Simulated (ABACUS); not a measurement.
Band-structure run of Nb (part 1 of 2)

- system: Nb (Im-3m, 1 atom in the cell)
- method: Kohn-Sham DFT of a periodic cell, TM, SG15 ONCV 1.2 PBE, no spin polarisation (ABACUS 3.10.1)

The structure derives from an entry of the Crystallography Open Database.

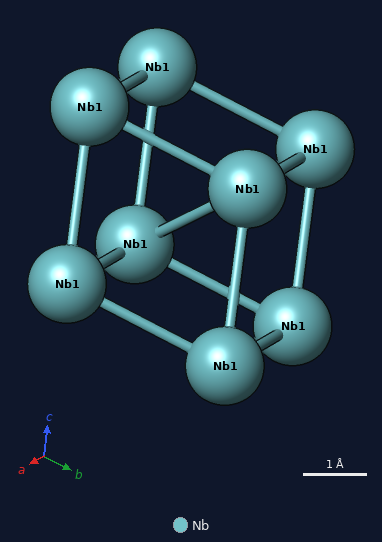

Figure 1. The input geometry (ball-and-stick view of the cell of the calculation, seen slightly off an axis; atoms are numbered from 1 in the order of the input). Near neighbours in the crystal (not all of them lie inside the picture): Nb has 8 Nb at 2.88 Å.

Input file
```
INPUT_PARAMETERS
suffix              Nb
calculation         scf
basis_type          pw
pseudo_dir          ./
symmetry            1
dft_functional      MGGA_X_TM+MGGA_C_TM
ecutwfc             95
pseudo_rcut         10
nspin               1
nbands              17
ks_solver           dav
smearing_method     fd
smearing_sigma      0.00367493
scf_thr             1e-08
scf_nmax            100
mixing_type         broyden
mixing_beta         0.7
cal_force           1
cal_stress          1
mixing_tau          1
out_chg             1
kpar                4
```

File STRU
```
ATOMIC_SPECIES
Nb 92.9064 Nb_ONCV_PBE-1.2.upf

LATTICE_CONSTANT
1.8897261246

LATTICE_VECTORS
-1.6639500000 1.6639500000 1.6639500000
1.6639500000 -1.6639500000 1.6639500000
1.6639500000 1.6639500000 -1.6639500000

ATOMIC_POSITIONS
Direct

Nb
0.0
1
0.0000000000 0.0000000000 0.0000000000 1 1 1
```

File KPT
```
K_POINTS
0
Gamma
7 7 7 0 0 0
```

Run on 4 threads of Intel Xeon @ 2.50GHz (Skylake/Cascade Lake), 16 GiB of memory available, shared host.

Run as:
```bash
OMP_NUM_THREADS=1 mpirun -np 4 abacus > log
```

What the program printed
```
ABACUS v3.10.1

               Atomic-orbital Based Ab-initio Computation at UStc

 ------------------------------------------------------------------------------------

 READING GENERAL INFORMATION
                           global_out_dir = OUT.Nb/
                           global_in_card = INPUT
                               pseudo_dir = ./
                              orbital_dir =
                                    DSIZE = 4
                                    GSIZE = 1

 READING UNITCELL INFORMATION
                                    ntype = 1
                  lattice constant (Bohr) = 1.88973
              lattice constant (Angstrom) = 1

 READING ATOM TYPE 1
                               atom label = Nb
                      L=0, number of zeta = 1
                      L=1, number of zeta = 1
                      L=2, number of zeta = 1
             number of atom for this type = 1

                        TOTAL ATOM NUMBER = 1
DIRECT COORDINATES
    atom                   x                   y                   z     mag                  vx                  vy                  vz
taud_Nb1            0.0000000000        0.0000000000        0.0000000000  0.0000        0.0000000000        0.0000000000        0.0000000000

                          Volume (Bohr^3) = 124.359
                             Volume (A^3) = 18.4281

 Lattice vectors: (Cartesian coordinate: in unit of a_0)
             -1.66395            +1.66395            +1.66395
             +1.66395            -1.66395            +1.66395
             +1.66395            +1.66395            -1.66395
 Reciprocal vectors: (Cartesian coordinate: in unit of 2 pi/a_0)
                   +0            +0.30049            +0.30049
             +0.30049                  +0            +0.30049
             +0.30049            +0.30049                  +0
 The esolver type has been set to : ksdft_pw

                PAO radial cut off (Bohr) = 10

 Read in pseudopotential file is Nb_ONCV_PBE-1.2.upf
                     pseudopotential type = NC
          exchange-correlation functional = PBE
                 nonlocal core correction = 0
                        valence electrons = 13
                                     lmax = 2
                           number of zeta = 0
                     number of projectors = 6
                           L of projector = 0
                           L of projector = 0
                           L of projector = 1
                           L of projector = 1
                           L of projector = 2
                           L of projector = 2
 XC functional updated to : MGGA_X_TM+MGGA_C_TM
          exchange-correlation functional = MGGA_X_TM+MGGA_C_TM
     initial pseudo atomic orbital number = 0

 SETUP THE ELECTRONS NUMBER
            electron number of element Nb = 13
      total electron number of element Nb = 13
            AUTOSET number of electrons:  = 13
                           occupied bands = 7
                                   NBANDS = 17
                                   NLOCAL = 9

%%%%%%%%%%%%%%%%%%%%%%%%%%%%%%%%%%%%%%%%%%%%%%%%%%%%%%%%%%%%%%%%%%%%%%%%%%%%%%%%%%%%%%%%%%%%%%%%%%%%%%%%%%
 Warning: the number of valence electrons in pseudopotential > 5 for Nb: [Kr] 4d4 5s1
 Pseudopotentials with additional electrons can yield (more) accurate outcomes, but may be less efficient.
 If you're confident that your chosen pseudopotential is appropriate, you can safely ignore this warning.
%%%%%%%%%%%%%%%%%%%%%%%%%%%%%%%%%%%%%%%%%%%%%%%%%%%%%%%%%%%%%%%%%%%%%%%%%%%%%%%%%%%%%%%%%%%%%%%%%%%%%%%%%%

 SETUP THE PLANE WAVE BASIS
 energy cutoff for charge/potential (unit:Ry) = 380
            fft grid for charge/potential = [ 36, 36, 36 ]
                        fft grid division = [ 1, 1, 1 ]
        big fft grid for charge/potential = [ 36, 36, 36 ]
                                     nbxx = 46656
                                     nrxx = 46656

 SETUP PLANE WAVES FOR CHARGE/POTENTIAL
                    number of plane waves = 15587
                         number of sticks = 841

 PARALLEL PW FOR CHARGE/POTENTIAL
     PROC   COLUMNS(POT)             PW
        1            841          15587
 --------------- sum -------------------
        1            841          15587
                            number of |g| = 176
                                  max |g| = 34.1312
                                  min |g| = 0

----------- Double Check Mixing Parameters Begin ------------
mixing_type: broyden
mixing_beta: 0.7
mixing_gg0: 1
mixing_gg0_min: 0.1
mixing_ndim: 8
----------- Double Check Mixing Parameters End ------------

 LATTICE VECTORS: (CARTESIAN COORDINATE: IN UNIT OF A0)
             -1.66395            +1.66395            +1.66395
             +1.66395            -1.66395            +1.66395
             +1.66395            +1.66395            -1.66395
                       right hand lattice = 1
                                   NORM_A = 2.88205
                                   NORM_B = 2.88205
                                   NORM_C = 2.88205
                           ALPHA (DEGREE) = 109.471
                           BETA  (DEGREE) = 109.471
                           GAMMA (DEGREE) = 109.471

 The lattice vectors have been changed (STRU_SIMPLE.cif)

(for optimal symmetric configuration:)
                             BRAVAIS TYPE = 2
                     BRAVAIS LATTICE NAME = 02. Cubic I (body-centered)
                                    ibrav = 2
                                    IBRAV = 2
                                  BRAVAIS = BODY CENTERED CUBIC
                       LATTICE CONSTANT A = 3.3279
Original cell was already a primitive cell.
                        ROTATION MATRICES = 48
              PURE POINT GROUP OPERATIONS = 48
                   SPACE GROUP OPERATIONS = 48
                              POINT GROUP = O_h
               POINT GROUP IN SPACE GROUP = O_h

 SETUP K-POINTS
                                    nspin = 1
                   Input type of k points = Monkhorst-Pack(Gamma)
                                   nkstot = 343
                       right hand lattice = 1
(for reciprocal lattice: )
                             BRAVAIS TYPE = 3
                     BRAVAIS LATTICE NAME = 03. Cubic F (face-centered)
                                    ibrav = 3
                       right hand lattice = 1
(for k-lattice: )
                             BRAVAIS TYPE = 3
                     BRAVAIS LATTICE NAME = 03. Cubic F (face-centered)
                                    ibrav = 3
                       right hand lattice = 1
                        ROTATION MATRICES = 48
                               nkstot_ibz = 20
K-POINTS REDUCTION ACCORDING TO SYMMETRY
     IBZ    DIRECT_X    DIRECT_Y    DIRECT_Z  WEIGHT  ibz2bz
       1  0.00000000  0.00000000  0.00000000  0.0029       0
       2 -0.14285714  0.14285714  0.00000000  0.0350       1
       3 -0.28571429  0.28571429  0.00000000  0.0350       2
       4 -0.42857143  0.42857143  0.00000000  0.0350       3
       5 -0.14285714 -0.14285714  0.28571429  0.0700       8
       6 -0.14285714 -0.28571429  0.42857143  0.1399       9
       7  0.42857143  0.42857143  0.14285714  0.0700      10
       8  0.42857143  0.28571429  0.28571429  0.0700      16
       9 -0.14285714 -0.14285714  0.42857143  0.0233      57
      10  0.42857143  0.28571429  0.14285714  0.0700      58
      11 -0.14285714  0.14285714  0.14285714  0.0175      62
      12  0.28571429  0.28571429  0.28571429  0.0233      65
      13  0.28571429  0.14285714 -0.28571429  0.0700      68
      14 -0.42857143  0.42857143  0.14285714  0.0700      74
      15 -0.42857143  0.28571429  0.28571429  0.0700      75
      16  0.42857143  0.28571429  0.42857143  0.0700      81
      17  0.28571429  0.28571429 -0.28571429  0.0175     117
      18 -0.42857143  0.42857143  0.28571429  0.0700     123
      19  0.42857143  0.42857143  0.42857143  0.0233     130
      20 -0.42857143  0.42857143  0.42857143  0.0175     172

                               nkstot now = 20
[... K-POINTS DIRECT COORDINATES: 20 rows ...]

           k-point number in this process = 5
       minimum distributed K point number = 5
[... stars of the k points ...]

[... K-POINTS CARTESIAN COORDINATES: 5 rows ...]

[... K-POINTS DIRECT COORDINATES: 5 rows ...]

 SETUP PLANE WAVES FOR WAVE FUNCTIONS
     energy cutoff for wavefunc (unit:Ry) = 95
              fft grid for wave functions = [ 36, 36, 36 ]
                    number of plane waves = 2315
                         number of sticks = 233

 PARALLEL PW FOR WAVE FUNCTIONS
     PROC   COLUMNS(POT)             PW
        1            233           2315
 --------------- sum -------------------
        1            233           2315

 SETUP NONLOCAL PSEUDOPOTENTIALS IN PLANE WAVE BASIS
 Nb non-local projectors:
 projector 1 L=0
 projector 2 L=0
 projector 3 L=1
 projector 4 L=1
 projector 5 L=2
 projector 6 L=2
      TOTAL NUMBER OF NONLOCAL PROJECTORS = 18

 Init Non-Local PseudoPotential table :
 Init Non-Local-Pseudopotential done.

                                     npwx = 1961

 -------------------------------------------
 SELF-CONSISTENT
 -------------------------------------------
                                 init_chg = atomic

 PW ALGORITHM --------------- ION=   1  ELEC=   1--------------------------------
 Notice: Threshold on eigenvalues was too large.
 hsover_error=0.13 > DRHO=0.0644895
 Origin diag ethr = 0.01
 New diag ethr = 0.000496073

 Density error is 0.0611999349031
                          Error Threshold = 0.000496072926503
----------------------------------------------------------
     Energy           Rydberg                 eV
----------------------------------------------------------
 E_KohnSham     -113.9656459503      -1550.5821611748
 E_Harris       -115.3353791628      -1569.2183376041
 E_Fermi        1.3216682079         17.9822184924
----------------------------------------------------------

 PW ALGORITHM --------------- ION=   1  ELEC=   2--------------------------------

 Density error is 0.00193193007914
                          Error Threshold = 0.000470768730024
----------------------------------------------------------
     Energy           Rydberg                 eV
```
